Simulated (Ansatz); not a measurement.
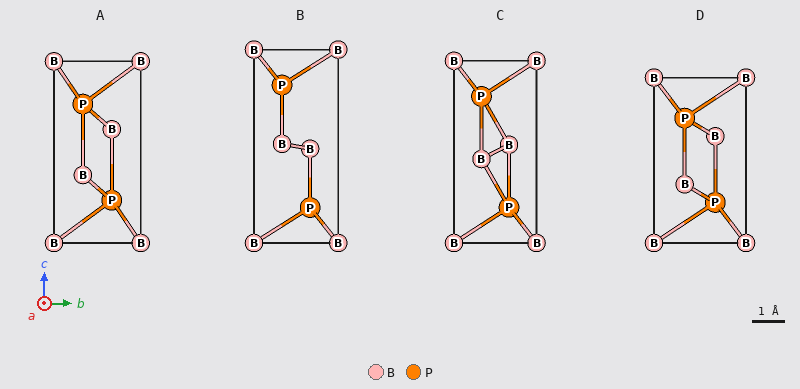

4 geometries from one relaxation of solid B$_{3}$P$_{2}$ (built on the A-type sesquioxide_164 type) (coarse preliminary run), in shuffled order. A ball-and-stick model of the cell of the calculation, seen along the a axis.

Case: anti-A-type sesquioxide type (P-3m1, No. 164).

Method: DFT PBE, scalar-relativistic, plane waves, PAW (Ansatz 0.2.0). (plane-wave cutoff 420 eV; k-point mesh 6 × 6 × 4; occupations gaussian; smearing width 0.1 eV; no spin polarisation; cell and atoms relaxed; force threshold 0.04 eV/Å; at most 70 steps)

Q: Put them in the order of the run, from the start to the converged end.

A: D, A, C, B. They are steps 0, 2, 7, 15, at +2.746 eV per cell of the calculation, +2.125 eV per cell of the calculation, +0.634 eV per cell of the calculation relative to the last. The energy falls by 2.746 eV per cell of the calculation in 13 accepted moves (15 points after the start). Largest force component: 0.55 eV/Å at the start, 0.011 eV/Å at the end. Pressure: −1.89 GPa at the start and −0.01 GPa at the end. At 2 points the geometry stayed and the basis and grid were re-selected for the new cell (energy shift of 18.5 meV per cell of the calculation at most each time). The largest moves relative to the cell, 0.97 Å, are those of B atoms. Largest moves by element: B 0.97 Å, P 0.38 Å. The volume changes by −2.1 %, with a = b 3.394 → 3.106 Å (−8.5 %), c 5.281 → 6.175 Å (+16.9 %). Near-neighbour distances that change, for instance: B–B 2.487 → 1.800 Å, B–P 2.044 → 2.712 Å, P–P 3.246 → 2.887 Å, B–P 2.112 → 1.878 Å. New bonds form: B–B (2.49 → 1.80 Å). Bonds break: B–P (2.04 → 2.71 Å). The space group stays P-3m1 (No. 164).
